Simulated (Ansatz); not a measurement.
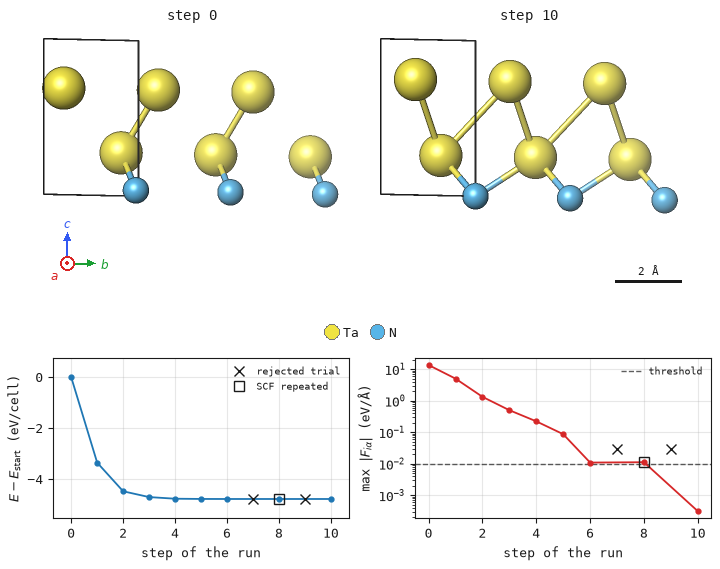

First and last geometry of a relaxation of solid Ta2N (set up in P1), with the history of the run. The picture is a ball-and-stick view of the cell of the calculation, repeated 1 × 3 × 1 with one cell outlined, seen along the a axis.

Case: all atoms moved at random, sigma 0.25 Å for each component, cell strained at random, sigma 0.06; relaxed back.

Computed with Ansatz, DFT PBEsol, scalar-relativistic, plane waves, PAW.

Input file:
```yaml
crystal:
  lattice:
    - [2.6862403415, 0.0051797771, 0.0213482906]
    - [-1.3386343522, 2.8918381219, -0.0394833594]
    - [0.0334463008, -0.0521177627, 4.7582358719]
  atoms:
    - { symbol: Ta, position: [0.6774145943, 0.2104656749, 0.685705842] }
    - { symbol: Ta, position: [0.3110362283, 0.8167030472, 0.2768180337] }
    - { symbol: "N", position: [0.0115491773, -0.0271687221, 0.0374761244] }
basis:
  ecutwfc: 420
kpoints:
  mp_grid: { grid: [12, 12, 8] }
hamiltonian:
  xc: pbesol
scf:
  occupations: { method: gaussian, width: 0.15 }
output:
  forces: true
  stress: true
  eigenvalues: true
relax:
  adjacent_minimum: "off"
  f_tol: 0.01
  max_steps: 80
```

Command:
```bash
ansatz run input.yaml --threads 2 --pin off --max-ram 5120MiB --backend cpu --events-out ev --progress --plain --runs-dir out
```

Question: What do the curves and the structures tell?

Answer: It converged. After 7 accepted moves (10 points after the start) the energy has fallen by 4.772 eV per cell of the calculation. The largest force component goes from 14 to 0.00032 eV/Å. The line search rejected the trial steps at points 7, 9 of the run. 1 step only repeated the SCF at the same geometry. The largest move is that of Ta2, 0.59 Å roughly along −b. By element the largest moves are Ta 0.59 Å, N 0.21 Å. The cell stays as it was. Near-neighbour distances that change, for instance: Ta1–Ta2 3.134 → 4.063 Å, Ta1–Ta2 (another image) 3.721 → 2.877 Å, Ta1–Ta2 (another image) 2.287 → 3.099 Å, Ta1–N3 2.743 → 2.186 Å. New bonds form, among them: Ta1–N3 (2.74 → 2.19 Å), Ta2–N3 (2.69 → 2.19 Å). Among the angles between lasting bonds that change: Ta2–Ta1–N3 127.5° → 95.7°, Ta1–Ta2–N3 141.5° → 158.6°, Ta2–Ta1–N3 124.5° → 109.6°. The space group (tolerance 0.01 Å) goes from P1 (No. 1) to P-1 (No. 2). Cost: 3.7 min on 2 threads of Arm Neoverse V1, with other jobs on the host, peak memory 0.66 GiB.

```
step  E − E(0), meV/atom  largest force component, eV/Å                         note
   0                0.00                        13.7053                             
   1            -1116.04                         5.0820                             
   2            -1490.25                         1.3461                             
   3            -1565.87                         0.5065                             
   4            -1587.21                         0.2246                             
   5            -1590.26                         0.0878                             
   6            -1590.80                         0.0110                             
   7            -1590.80                         0.0290                     rejected
   8            -1590.80                         0.0113  same geometry, SCF repeated
   9            -1590.79                         0.0302                     rejected
  10            -1590.80                         0.0003
```
